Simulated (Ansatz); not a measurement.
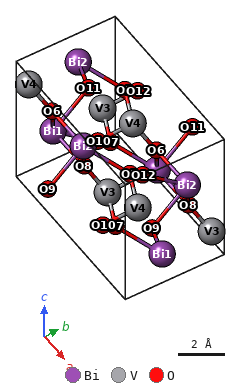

Starting structure of solid VBiO₄ (set up in C2/c). The picture is a ball-and-stick view of the conventional cell (2 times the calculation's cell), seen slightly off an axis. Lengths and directions refer to the drawn axes.

The run lets cell and atoms move.

The calculation used Kohn-Sham DFT of a periodic cell, PBEsol, Ansatz PAW in Ansatz 0.2.0.

The input:
```yaml
crystal:
  lattice:
    - [3.668951, -5.873863, 0.0]
    - [3.668951, 5.873863, 0.0]
    - [-3.653141, 0.0, 3.668859]
  atoms:
    - { symbol: Bi, position: [0.626882, 0.373118, 0.25] }
    - { symbol: Bi, position: [0.373118, 0.626882, 0.75] }
    - { symbol: V, position: [0.127274, 0.872726, 0.25], spin: 2.0 }
    - { symbol: V, position: [0.872726, 0.127274, 0.75], spin: 2.0 }
    - { symbol: O, position: [0.650469, 0.061624, 0.859413] }
    - { symbol: O, position: [0.938376, 0.349531, 0.640587] }
    - { symbol: O, position: [0.349531, 0.938376, 0.140587] }
    - { symbol: O, position: [0.061624, 0.650469, 0.359413] }
    - { symbol: O, position: [0.200829, 0.296293, 0.13774] }
    - { symbol: O, position: [0.703707, 0.799171, 0.36226] }
    - { symbol: O, position: [0.799171, 0.703707, 0.86226] }
    - { symbol: O, position: [0.296293, 0.200829, 0.63774] }
hamiltonian:
  xc: pbesol
  pseudopotentials: { kind: paw }
magnetization:
  spin_polarized: true
kpoints:
  mp_grid: { grid: [6, 6, 7] }
scf:
  occupations: { method: fermi_dirac, width: 0.05 }
output:
  forces: true
  stress: true
  eigenvalues: true
relax:
  f_tol: 0.01
  max_steps: 40
  cell: { stress_tol: 0.05 }
```

Launched with:
```bash
ansatz run input.yaml --threads 4 --pin off --max-ram 11264MiB --backend cpu --events-out ev --progress --plain --runs-dir out
```

### Predict the outcome.

The largest moves relative to the cell, 0.034 Å, are those of O5, O6, O7 and O8. O7 goes along [−3 1 0]. Largest moves by element: O 0.034 Å, V 0.026 Å, Bi 0.022 Å. The drawn cell changes as follows: a 7.338 → 7.223 Å (−1.6 %), b 11.748 → 11.577 Å (−1.5 %), c 5.177 → 5.107 Å (−1.4 %), β 134.9° → 135.0°; the volume changes by −4.5 %. Near-neighbour distances that change, for instance: Bi1–O10 2.537 → 2.461 Å, V3–O7 1.768 → 1.724 Å, Bi1–O11 2.462 → 2.421 Å, V3–O11 1.750 → 1.724 Å. The space group (tolerance 0.01 Å) goes from C2/c (No. 15) to I4_1/a (No. 88). The energy falls by 19.0 meV per atom in 6 accepted moves (8 points after the start). The largest force component goes from 0.73 to 0.00096 eV/Å. The pressure goes from −8.44 to −0.01 GPa. The SCF was repeated twice at an unchanged geometry on a basis and grid sized afresh for the cell, which shifted the energy by 1.9 meV per atom at most. The program noted that the starting moments weren't kept. The run took 6.6 min on 4 threads of AMD EPYC 7R43 64-Core Processor (Zen 3), with other jobs on the host, peak memory 1.4 GiB.

History of the run:

```csv
step,"E − E(0), meV/atom","largest force component, eV/Å","pressure, GPa","volume, Å³/atom",note
0,0.00,0.7318,-8.44,13.178,
1,-13.07,0.6339,2.37,12.250,
2,-20.24,0.1154,-0.46,12.615,
3,-20.58,0.0504,-0.21,12.629,
4,-20.88,0.0202,-0.01,12.607,
5,-20.89,0.0038,0.00,12.606,
6,-19.02,0.0038,-0.27,12.606,"same geometry, new basis"
7,-19.15,0.0009,0.00,12.583,
8,-19.04,0.0010,-0.01,12.583,"same geometry, new basis"
```

After the run, drawn alike:

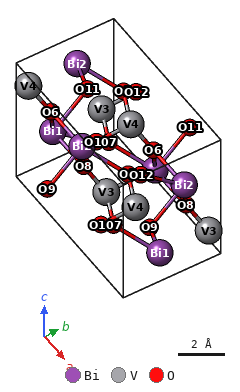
